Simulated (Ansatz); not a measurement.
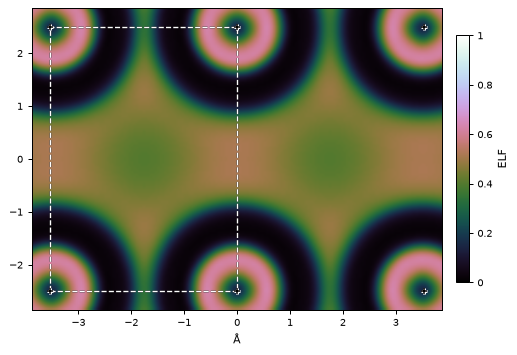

The electron localisation function on a plane through atoms (crosses mark nuclei in the plane).

The calculation used DFT, revPBE, plane waves (420 eV) with PAW, scalar-relativistic (Ansatz 0.2.0).

Candidates:
A. Na, a = 3.53 Å, b = 3.53 Å, c = 3.53 Å, α = 90.00°, β = 90.00°, γ = 90.00°. Space group Pm-3m; set up as Na, simple cubic; a generated structure, not necessarily the stable one; changed on purpose from its base cell (volume × 1.04); computed without spin polarisation.
B. Co, a = 2.74 Å, b = 2.74 Å, c = 2.74 Å, α = 90.00°, β = 90.00°, γ = 90.00°. Space group Im-3m; set up as Co, bcc; a generated structure, not necessarily the stable one; changed on purpose from its base cell (volume × 0.96); computed pressure about 10 GPa in this cell; computed without spin polarisation.
C. Ti, a = 2.87 Å, b = 2.87 Å, c = 9.20 Å, α = 90.00°, β = 90.00°, γ = 120.00°. Space group P6₃/mmc; set up as Ti, dhcp; a generated structure, not necessarily the stable one; changed on purpose from its base cell (volume × 0.92); computed pressure about 10 GPa in this cell; computed without spin polarisation.

### Which candidate gave the map?

Candidate A: Na on the (011) plane of the conventional cell, which holds Na. Na–Na (3.53 Å): the ELF is about 0.35 at the midpoint.
